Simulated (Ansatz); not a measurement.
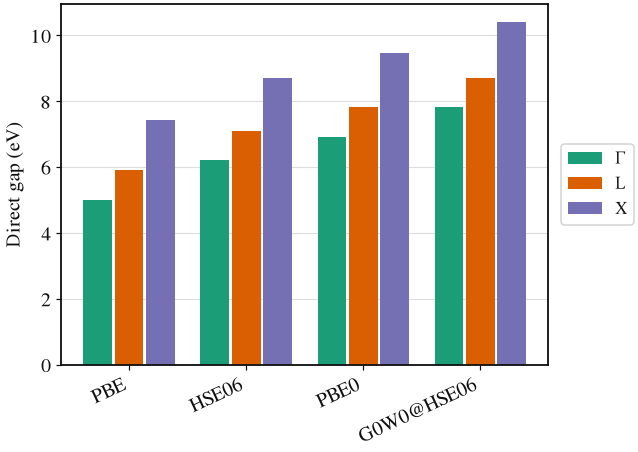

Direct gap at each named k point, by several methods on one cell of rocksalt LiBr, space group Fm-3m, 2 atoms in the primitive cell, relaxed with r2SCAN; cubic a = 5.479 Å. All runs are without spin-orbit coupling and carry no moments.

```
    method  program  Γ (eV)  L (eV)  X (eV)
       PBE   Ansatz    4.99    5.90    7.42
     HSE06   Ansatz    6.21    7.11    8.71
      PBE0   Ansatz    6.90    7.82    9.45
G0W0@HSE06   Ansatz    7.82    8.72   10.42
```

### What does G0W0@PBE0 give? It was run as: PBE0, Ansatz PAW set, 6×6×6 k mesh, 420 eV cutoff, fixed occupations (Ansatz 0.2.0), G0W0 with empty bands 225, screening cutoff 180 eV and frequency treatment contour deformation.

It starts from PBE0, whose row gives 6.90 eV at Γ. G0W0@PBE0 gives 8.03 eV at Γ, 8.93 eV at L and 10.64 eV at X, which is +1.13 eV from PBE0 at Γ.

### Does G0W0@PBE0 open these direct gaps by one amount over PBE0?

The shifts are +1.13 eV at Γ, +1.11 eV at L and +1.19 eV at X: a spread of 0.08 eV on a mean of 1.14 eV, so one shift describes them well.

### How do the methods rank at Γ?

From low to high: PBE 4.99, HSE06 6.21, PBE0 6.90, G0W0@HSE06 7.82, G0W0@PBE0 8.03 eV.

Settings. PBE: Ansatz PAW set, 8×8×8 k mesh, 420 eV cutoff, Fermi-Dirac smearing of 0.02 eV (Ansatz 0.2.0). HSE06: Ansatz PAW set, 6×6×6 k mesh, 420 eV cutoff, fixed occupations (Ansatz 0.2.0). PBE0: Ansatz PAW set, 6×6×6 k mesh, 420 eV cutoff, fixed occupations (Ansatz 0.2.0). G0W0@HSE06: HSE06, Ansatz PAW set, 6×6×6 k mesh, 420 eV cutoff, fixed occupations (Ansatz), G0W0 with empty bands 225, screening cutoff 180 eV and frequency treatment contour deformation.

These are five of the 9 methods that were run on this cell. Spin-orbit coupling is left out, which matters for Br. HSE06, PBE0, G0W0@HSE06 and G0W0@PBE0: the PAW data sets were made with another functional. LDA, GGA and most meta-GGA functionals understate gaps. The GW values are at finite bands, cutoffs and mesh, short of the basis limit.
